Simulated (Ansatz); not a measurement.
System: GaN (honeycomb bilayer).

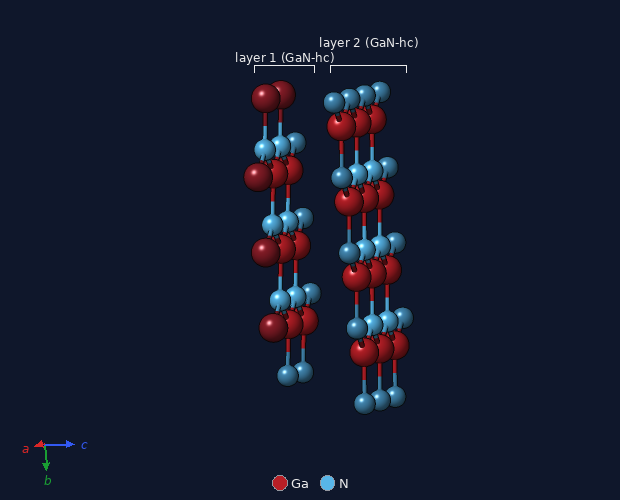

The structure (gallium red, nitrogen blue). 2×3×1 cells are drawn. Some periodic images of atoms are drawn too.

The cell holds 4 atoms: 2 Ga and 2 N. Its edges and angles: a = 3.211 Å, b = 3.211 Å, c = 29.400 Å, α = 90.0°, β = 90.0°, γ = 120.0°. Regions: layer 1 (GaN-hc), 2 atoms (1 Ga and 1 N); layer 2 (GaN-hc), 2 atoms (1 Ga and 1 N). Vacuum lies along c.

```xyz
4
Lattice="3.2114 0.0000 0.0000 -1.6057 2.7811 0.0000 0.0000 0.0000 29.4000" Properties=species:S:1:pos:R:3
Ga    0.0000    1.8541   13.1884
N     1.6057    0.9270   13.1521
Ga    0.0000    0.0000   16.2346
N     0.0000    1.8541   16.2479
```

The structure was relaxed with PBE-D3(BJ). The runs that relaxed it are not among those shown.

Gaps computed with Ansatz 0.2.0 without a self-energy: PBE 1.69 eV.

Question: What gap should G0W0 on PBE give (6×6×1 mesh, 387 empty bands, screening to 75 eV, PAW set soft_1 files)?

About 3.24 eV: on its mesh the run moves the gap from 1.69 eV by +1.56 eV. Bands and cutoff are finite, so the gap is not at the basis limit. The miss can reach some tenths of an eV and take either sign; the mesh is an error of its own. The mesh in the plane is coarse for a sheet; gap and any exciton binding can still move on denser ones. The many-body steps are scalar-relativistic: spin-orbit coupling is not in them.

[Paths, hosts, dates, memory and timing lines, banners, echoed tables and standing remarks are left out of the program output.]

[Logs are printed without paths, hosts, clocks, repeated set-up lines and the standing remarks that a program may print on its own settings, such as how far it seeks lower states.]

[Runs of the session that timed out or met a known fault of the program may be left out.]

[Cells called generated may have been cut or substituted from an entry of the Crystallography Open Database or the Materials Project.]

[Hosts, paths, dates, database ids (printed as entryN), source tags and the programs' standing remarks are cut or masked in the printed files.]
